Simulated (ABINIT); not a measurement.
# Geometry relaxation, with input and output: TiSi2 (part 3 of 4)

The same run, continued: TiSi2 (Cmcm, 6 atoms in the cell); Kohn-Sham DFT of a periodic cell, PBE, JTH PAW PBE v2.0, no spin polarisation (ABINIT 10.8.3); cutoff 408.17 eV, 5×5×5 k-mesh, fermi-dirac of 0.05 eV. The structure derives from a Materials Project entry.

Geometry of the input (Å; fractional positions):
```
1.7651  -6.7593  0.0000
1.7651  6.7593  0.0000
0.0000  0.0000  3.5652
Ti 0.1031  0.8969  0.2500
Ti 0.8969  0.1031  0.7500
Si 0.7503  0.2497  0.2500
Si 0.2497  0.7503  0.7500
Si 0.4417  0.5583  0.2500
Si 0.5583  0.4417  0.7500
```

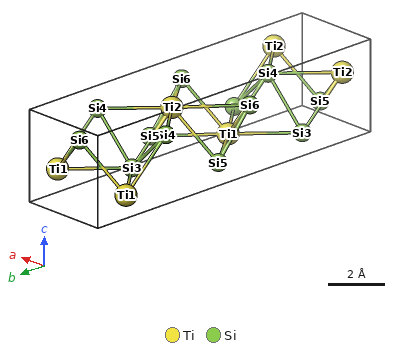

Fig. 1: The starting structure (ball-and-stick view of the cell 2 times as large as that of the calculation, set on its symmetry axes, seen at an oblique angle; atoms are numbered from 1 in the order of the input). An atom can appear more than once, as a periodic image.

Output, continued:
```
--------------------------------------------------------------------------------

---SELF-CONSISTENT-FIELD CONVERGENCE--------------------------------------------

--- !BeginCycle
iteration_state: {dtset: 1, itime: 4, icycle: 1, }
solver: {iscf: 17, nstep: 100, nline: 4, wfoptalg: 10, }
tolerances: {tolvrs: 1.00E-09, }
...

     iter   Etot(hartree)      deltaE(h)  residm     nres2
 ETOT  1  -133.36996654186    -1.334E+02 6.476E-06 4.712E-03
 ETOT  2  -133.36997204791    -5.506E-06 2.973E-06 8.086E-03
 ETOT  3  -133.36995467906     1.737E-05 1.062E-05 4.618E-05
 ETOT  4  -133.36995496872    -2.897E-07 6.453E-06 2.613E-06
 ETOT  5  -133.36995497259    -3.869E-09 2.447E-06 1.433E-07
 ETOT  6  -133.36995497389    -1.307E-09 4.700E-06 1.033E-07
 ETOT  7  -133.36995497429    -3.932E-10 1.418E-06 7.922E-09
 ETOT  8  -133.36995497456    -2.688E-10 4.167E-06 3.273E-09
 ETOT  9  -133.36995497469    -1.325E-10 1.295E-06 1.939E-09
 ETOT 10  -133.36995497475    -5.701E-11 3.931E-06 2.732E-10

 At SCF step   10       nres2   =  2.73E-10 < tolvrs=  1.00E-09 =>converged.

 Cartesian components of stress tensor (hartree/bohr^3)
  sigma(1 1)= -1.61052302E-06  sigma(3 2)=  0.00000000E+00
  sigma(2 2)=  7.32795898E-06  sigma(3 1)=  0.00000000E+00
  sigma(3 3)=  9.05330473E-06  sigma(2 1)=  0.00000000E+00

--- !ResultsGS
iteration_state: {dtset: 1, itime: 4, icycle: 1, }
comment   : Summary of ground state results
lattice_vectors:
- [  3.3562164, -12.8125879,   0.0000000, ]
- [  3.3562164,  12.8125879,   0.0000000, ]
- [  0.0000000,   0.0000000,   6.7753180, ]
lattice_lengths: [  13.24487,   13.24487,    6.77532, ]
lattice_angles: [ 90.000,  90.000, 150.643, ] # degrees, (23, 13, 12)
lattice_volume:   5.8270198E+02
convergence: {deltae: -5.701E-11, res2:  2.732E-10, residm:  3.931E-06, diffor: null, }
etotal    :  -1.33369955E+02
entropy   :   0.00000000E+00
fermie    :   3.53448727E-01
cartesian_stress_tensor: # hartree/bohr^3
- [ -1.61052302E-06,   0.00000000E+00,   0.00000000E+00, ]
- [  0.00000000E+00,   7.32795898E-06,   0.00000000E+00, ]
- [  0.00000000E+00,   0.00000000E+00,   9.05330473E-06, ]
pressure_GPa:  -1.4486E-01
xred      :
- [  1.0312E-01,   8.9688E-01,   2.5000E-01, Ti]
- [  8.9688E-01,   1.0312E-01,   7.5000E-01, Ti]
- [  7.5031E-01,   2.4969E-01,   2.5000E-01, Si]
- [  2.4969E-01,   7.5031E-01,   7.5000E-01, Si]
- [  4.4123E-01,   5.5877E-01,   2.5000E-01, Si]
- [  5.5877E-01,   4.4123E-01,   7.5000E-01, Si]
cartesian_forces: # hartree/bohr
- [ -4.33510189E-20,  -1.39890612E-04,  -1.94052616E-31, ]
- [ -2.08151045E-19,   1.39890612E-04,   3.88105233E-32, ]
- [ -9.58729806E-20,   9.84237931E-05,   3.88105233E-32, ]
- [ -3.68103771E-20,  -9.84237931E-05,   3.88105233E-32, ]
- [ -7.04319847E-19,   1.47457896E-03,   3.88105233E-32, ]
- [  1.08850527E-18,  -1.47457896E-03,   3.88105233E-32, ]
force_length_stats: {min:   9.84237931E-05, max:   1.47457896E-03, mean:   5.70964457E-04, }
...

 Integrated electronic density in atomic spheres:
 ------------------------------------------------
 Atom  Sphere_radius  Integrated_density
    1        2.30803         10.29945675
    2        2.30803         10.29945675
    3        1.90945          1.51599165
    4        1.90945          1.51599165
    5        1.90945          1.56767974
    6        1.90945          1.56767974

---OUTPUT-----------------------------------------------------------------------

 Cartesian coordinates (xcart) [bohr]
  3.35621640516733E+00  1.01702144780475E+01  1.69382948816321E+00
  3.35621640516733E+00 -1.01702144780475E+01  5.08148846448964E+00
  3.35621640516733E+00 -6.41413961443184E+00  1.69382948816321E+00
  3.35621640516733E+00  6.41413961443184E+00  5.08148846448964E+00
  3.35621640516733E+00  1.50594508519045E+00  1.69382948816321E+00
  3.35621640516733E+00 -1.50594508519045E+00  5.08148846448964E+00
 Reduced coordinates (xred)
  1.03116304571448E-01  8.96883695428552E-01  2.50000000000000E-01
  8.96883695428552E-01  1.03116304571448E-01  7.50000000000000E-01
  7.50306169910695E-01  2.49693830089305E-01  2.50000000000000E-01
  2.49693830089305E-01  7.50306169910695E-01  7.50000000000000E-01
  4.41231814548950E-01  5.58768185451050E-01  2.50000000000000E-01
  5.58768185451050E-01  4.41231814548950E-01  7.50000000000000E-01
 Cartesian forces (fcart) [Ha/bohr]; max,rms= 1.47458E-03 4.94822E-04 (free atoms)
 -4.33510189016871E-20 -1.39890612345356E-04 -1.94052616357814E-31
 -2.08151044836279E-19  1.39890612345356E-04  3.88105232715628E-32
 -9.58729806107656E-20  9.84237931030583E-05  3.88105232715628E-32
 -3.68103771063903E-20 -9.84237931030582E-05  3.88105232715628E-32
 -7.04319847064622E-19  1.47457896456765E-03  3.88105232715628E-32
  1.08850526851974E-18 -1.47457896456765E-03  3.88105232715628E-32
 Gradient of E wrt nuclear positions in reduced coordinates (gred)
 -1.79236076891673E-03  1.79236076891673E-03  1.31476817536835E-30
  1.79236076891673E-03 -1.79236076891673E-03 -2.62953635073671E-31
  1.26106350189092E-03 -1.26106350189092E-03 -2.62953635073671E-31
 -1.26106350189092E-03  1.26106350189092E-03 -2.62953635073671E-31
  1.88931726185890E-02 -1.88931726185890E-02 -2.62953635073671E-31
 -1.88931726185890E-02  1.88931726185890E-02 -2.62953635073671E-31
 Scale of Primitive Cell (acell) [bohr]
  1.32448706144573E+01  1.32448706144573E+01  6.77531795265286E+00
 Real space primitive translations (rprimd) [bohr]
  3.35621640516733E+00 -1.28125879132749E+01  0.00000000000000E+00
  3.35621640516733E+00  1.28125879132749E+01  0.00000000000000E+00
  0.00000000000000E+00  0.00000000000000E+00  6.77531795265286E+00
 Unitary Cell Volume (ucvol) [Bohr^3]=  5.82701975558377E+02
 Angles (23,13,12)= [degrees]
  9.00000000000000E+01  9.00000000000000E+01  1.50642705769062E+02
 Lengths [Bohr]
  1.32448706144573E+01  1.32448706144573E+01  6.77531795265286E+00
 Stress tensor in cartesian coordinates (strten) [Ha/bohr^3]
 -1.61052301900916E-06  0.00000000000000E+00  0.00000000000000E+00
  0.00000000000000E+00  7.32795897989864E-06  0.00000000000000E+00
  0.00000000000000E+00  0.00000000000000E+00  9.05330473361006E-06
 Total energy (etotal) [Ha]= -1.33369954974746E+02

 Difference of energy with previous step (new-old):
           Absolute (Ha)=-8.57042E-06
           Relative     =-6.42605E-08

--- Iteration: ( 5/60) Internal Cycle: (1/1)
--------------------------------------------------------------------------------

---SELF-CONSISTENT-FIELD CONVERGENCE--------------------------------------------

--- !BeginCycle
iteration_state: {dtset: 1, itime: 5, icycle: 1, }
solver: {iscf: 17, nstep: 100, nline: 4, wfoptalg: 10, }
tolerances: {tolvrs: 1.00E-09, }
...

     iter   Etot(hartree)      deltaE(h)  residm     nres2
 ETOT  1  -133.37001033006    -1.334E+02 5.165E+00 1.842E-02
 ETOT  2  -133.36999307677     1.725E-05 1.300E-01 6.387E-03
 ETOT  3  -133.36998944297     3.634E-06 9.112E-03 4.593E-03
 ETOT  4  -133.36998060606     8.837E-06 2.102E-03 1.258E-05
 ETOT  5  -133.36998085794    -2.519E-07 2.139E-04 3.140E-06
 ETOT  6  -133.36998086848    -1.054E-08 6.542E-06 2.882E-07
 ETOT  7  -133.36998087915    -1.067E-08 9.987E-07 2.609E-07
 ETOT  8  -133.36998088254    -3.391E-09 4.336E-07 7.985E-08
 ETOT  9  -133.36998088459    -2.052E-09 8.416E-07 2.212E-08
 ETOT 10  -133.36998088545    -8.595E-10 3.958E-07 7.752E-09
 ETOT 11  -133.36998088594    -4.867E-10 7.728E-07 2.381E-09
 ETOT 12  -133.36998088617    -2.316E-10 3.553E-07 1.461E-09
 ETOT 13  -133.36998088629    -1.185E-10 7.371E-07 2.064E-10

 At SCF step   13       nres2   =  2.06E-10 < tolvrs=  1.00E-09 =>converged.

 Cartesian components of stress tensor (hartree/bohr^3)
  sigma(1 1)=  5.02431072E-06  sigma(3 2)=  0.00000000E+00
  sigma(2 2)=  5.12759609E-06  sigma(3 1)=  0.00000000E+00
  sigma(3 3)=  6.79095151E-06  sigma(2 1)=  0.00000000E+00

--- !ResultsGS
iteration_state: {dtset: 1, itime: 5, icycle: 1, }
comment   : Summary of ground state results
lattice_vectors:
- [  3.3610033, -12.8009357,   0.0000000, ]
- [  3.3610033,  12.8009357,   0.0000000, ]
- [  0.0000000,   0.0000000,   6.7699008, ]
lattice_lengths: [  13.23481,   13.23481,    6.76990, ]
lattice_angles: [ 90.000,  90.000, 150.577, ] # degrees, (23, 13, 12)
lattice_volume:   5.8253626E+02
convergence: {deltae: -1.185E-10, res2:  2.064E-10, residm:  7.371E-07, diffor: null, }
etotal    :  -1.33369981E+02
entropy   :   0.00000000E+00
fermie    :   3.53556296E-01
cartesian_stress_tensor: # hartree/bohr^3
- [  5.02431072E-06,   0.00000000E+00,   0.00000000E+00, ]
- [  0.00000000E+00,   5.12759609E-06,   0.00000000E+00, ]
- [  0.00000000E+00,   0.00000000E+00,   6.79095151E-06, ]
pressure_GPa:  -1.6616E-01
xred      :
- [  1.0316E-01,   8.9684E-01,   2.5000E-01, Ti]
- [  8.9684E-01,   1.0316E-01,   7.5000E-01, Ti]
- [  7.5028E-01,   2.4972E-01,   2.5000E-01, Si]
- [  2.4972E-01,   7.5028E-01,   7.5000E-01, Si]
- [  4.4076E-01,   5.5924E-01,   2.5000E-01, Si]
- [  5.5924E-01,   4.4076E-01,   7.5000E-01, Si]
cartesian_forces: # hartree/bohr
- [ -1.39591389E-19,   2.66394936E-04,  -0.00000000E+00, ]
- [  8.19457900E-20,  -2.66394936E-04,  -0.00000000E+00, ]
- [ -4.41502799E-20,   1.79145850E-04,  -0.00000000E+00, ]
- [ -1.34953188E-20,  -1.79145850E-04,  -0.00000000E+00, ]
- [  9.61251050E-21,   2.45759047E-04,  -0.00000000E+00, ]
- [  1.05678687E-19,  -2.45759047E-04,  -0.00000000E+00, ]
force_length_stats: {min:   1.79145850E-04, max:   2.66394936E-04, mean:   2.30433278E-04, }
...

 Integrated electronic density in atomic spheres:
 ------------------------------------------------
 Atom  Sphere_radius  Integrated_density
    1        2.30803         10.29988129
    2        2.30803         10.29988129
    3        1.90945          1.51719839
    4        1.90945          1.51719839
    5        1.90945          1.56404964
    6        1.90945          1.56404964

---OUTPUT-----------------------------------------------------------------------

 Cartesian coordinates (xcart) [bohr]
  3.36100330982351E+00  1.01599642871429E+01  1.69247520729728E+00
  3.36100330982351E+00 -1.01599642871429E+01  5.07742562189185E+00
  3.36100330982352E+00 -6.40765595748010E+00  1.69247520729728E+00
  3.36100330982352E+00  6.40765595748009E+00  5.07742562189185E+00
  3.36100330982351E+00  1.51665883394625E+00  1.69247520729728E+00
  3.36100330982352E+00 -1.51665883394626E+00  5.07742562189185E+00
 Reduced coordinates (xred)
  1.03155406209671E-01  8.96844593790329E-01  2.50000000000000E-01
  8.96844593790329E-01  1.03155406209671E-01  7.50000000000000E-01
  7.50280764157041E-01  2.49719235842959E-01  2.50000000000000E-01
  2.49719235842959E-01  7.50280764157041E-01  7.50000000000000E-01
  4.40759845028434E-01  5.59240154971565E-01  2.50000000000000E-01
  5.59240154971566E-01  4.40759845028434E-01  7.50000000000000E-01
 Cartesian forces (fcart) [Ha/bohr]; max,rms= 2.66395E-04 1.34766E-04 (free atoms)
 -1.39591388644504E-19  2.66394935709813E-04 -0.00000000000000E+00
  8.19457900001534E-20 -2.66394935709813E-04 -0.00000000000000E+00
 -4.41502798716635E-20  1.79145850093877E-04 -0.00000000000000E+00
 -1.34953187726873E-20 -1.79145850093877E-04 -0.00000000000000E+00
  9.61251050236704E-21  2.45759046927577E-04 -0.00000000000000E+00
  1.05678686786335E-19 -2.45759046927577E-04 -0.00000000000000E+00
 Gradient of E wrt nuclear positions in reduced coordinates (gred)
  3.41010445327804E-03 -3.41010445327804E-03 -0.00000000000000E+00
 -3.41010445327804E-03  3.41010445327804E-03 -0.00000000000000E+00
  2.29323451500173E-03 -2.29323451500172E-03 -0.00000000000000E+00
 -2.29323451500173E-03  2.29323451500173E-03  0.00000000000000E+00
  3.14594576705470E-03 -3.14594576705470E-03 -0.00000000000000E+00
 -3.14594576705470E-03  3.14594576705470E-03 -0.00000000000000E+00
 Scale of Primitive Cell (acell) [bohr]
  1.32348139030581E+01  1.32348139030581E+01  6.76990082918913E+00
 Real space primitive translations (rprimd) [bohr]
  3.36100330982351E+00 -1.28009357392315E+01  0.00000000000000E+00
  3.36100330982352E+00  1.28009357392315E+01  0.00000000000000E+00
  0.00000000000000E+00  0.00000000000000E+00  6.76990082918913E+00
 Unitary Cell Volume (ucvol) [Bohr^3]=  5.82536255791441E+02
 Angles (23,13,12)= [degrees]
  9.00000000000000E+01  9.00000000000000E+01  1.50577046934880E+02
 Lengths [Bohr]
  1.32348139030581E+01  1.32348139030581E+01  6.76990082918913E+00
 Stress tensor in cartesian coordinates (strten) [Ha/bohr^3]
  5.02431071633912E-06  0.00000000000000E+00  0.00000000000000E+00
  0.00000000000000E+00  5.12759609118570E-06  0.00000000000000E+00
  0.00000000000000E+00  0.00000000000000E+00  6.79095151264776E-06
 Total energy (etotal) [Ha]= -1.33369980886291E+02

 Difference of energy with previous step (new-old):
           Absolute (Ha)=-2.59115E-05
           Relative     =-1.94283E-07

--- Iteration: ( 6/60) Internal Cycle: (1/1)
--------------------------------------------------------------------------------

---SELF-CONSISTENT-FIELD CONVERGENCE--------------------------------------------

--- !BeginCycle
iteration_state: {dtset: 1, itime: 6, icycle: 1, }
solver: {iscf: 17, nstep: 100, nline: 4, wfoptalg: 10, }
tolerances: {tolvrs: 1.00E-09, }
...

     iter   Etot(hartree)      deltaE(h)  residm     nres2
 ETOT  1  -133.37004706576    -1.334E+02 2.541E-01 2.635E-02
 ETOT  2  -133.37009132364    -4.426E-05 4.640E-03 4.993E-02
 ETOT  3  -133.36998295236     1.084E-04 5.558E-03 3.627E-04
 ETOT  4  -133.36998439610    -1.444E-06 3.509E-04 2.591E-05
 ETOT  5  -133.36998440800    -1.190E-08 2.751E-04 7.589E-07
 ETOT  6  -133.36998441129    -3.289E-09 6.255E-06 5.047E-07
 ETOT  7  -133.36998441214    -8.428E-10 5.238E-05 1.800E-08
 ETOT  8  -133.36998441295    -8.182E-10 5.638E-07 2.465E-08
 ETOT  9  -133.36998441326    -3.115E-10 5.851E-07 7.439E-09
 ETOT 10  -133.36998441340    -1.392E-10 3.712E-07 8.901E-10

 At SCF step   10       nres2   =  8.90E-10 < tolvrs=  1.00E-09 =>converged.

 Cartesian components of stress tensor (hartree/bohr^3)
  sigma(1 1)=  2.58583123E-06  sigma(3 2)=  0.00000000E+00
  sigma(2 2)=  1.95972197E-06  sigma(3 1)=  0.00000000E+00
  sigma(3 3)=  1.76129739E-06  sigma(2 1)=  0.00000000E+00
```
